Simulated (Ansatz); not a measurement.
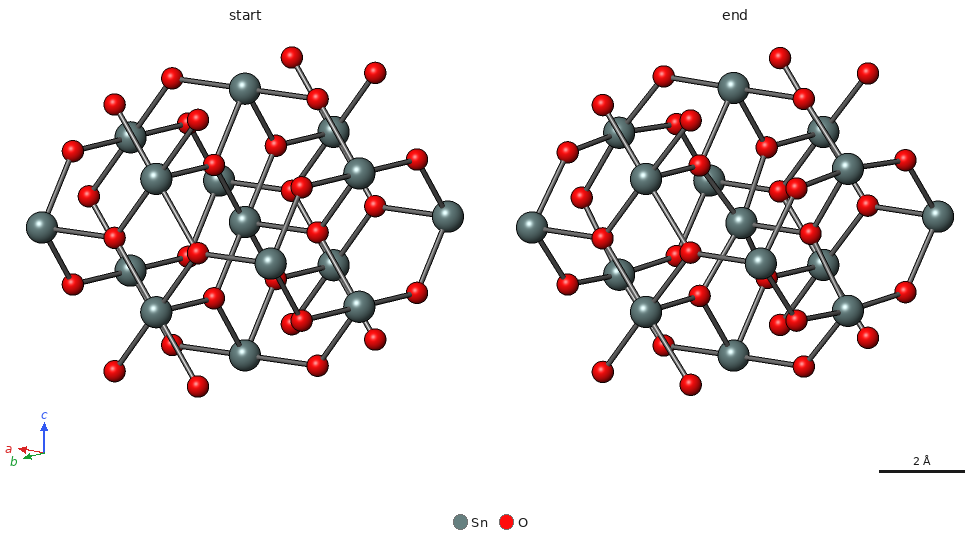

The structure of a defect cell of composition Sn₁₂O₂₃ (cell charge +1) before (left) and after (right) a relaxation, at one scale.

A ball-and-stick model of the atoms within 5.0 Å of the atom that moves most (axes of the cell of the calculation), seen from a free direction.

Level of theory: Ansatz, DFT, PBE, plane-wave PAW, default files, scalar-relativistic. Settings: plane-wave cutoff 420 eV; k-point mesh 3 × 3 × 2; occupations fermi dirac; smearing width 0.01 eV; collinear spin; atoms relaxed in a fixed cell; force threshold 0.03 eV/Å; at most 40 steps.

> Describe what moved and what it gained.

The atom that moves furthest is a Sn atom (0.19 Å along −a). Largest moves by element: Sn 0.19 Å, O 0.17 Å. The lattice vectors keep their values. Near-neighbour distances that change, for instance: O–Sn 2.092 → 2.023 Å, O–Sn 2.096 → 2.050 Å, O–Sn 2.092 → 2.067 Å, O–Sn 2.092 → 2.113 Å. Bond angles that change, for instance: O–Sn–O 180.0° → 166.2°, Sn–O–Sn 101.5° → 113.6°, O–Sn–O 89.6° → 97.6°. After 4 geometry steps the energy has fallen by 0.515 eV per cell of the calculation. The largest force component goes from 1.5 to 0.0044 eV/Å. The program noted that the starting moments weren't kept. Cost: 5.6 min on 4 threads of Arm Neoverse V1, with other jobs on the host, peak memory 3 GiB.

Limits of the set-up: the periodic images lie only 6.8 Å apart, so the values are limited by the cell's size; the cell is charged, on a uniform background, and energies carry no finite-size correction.
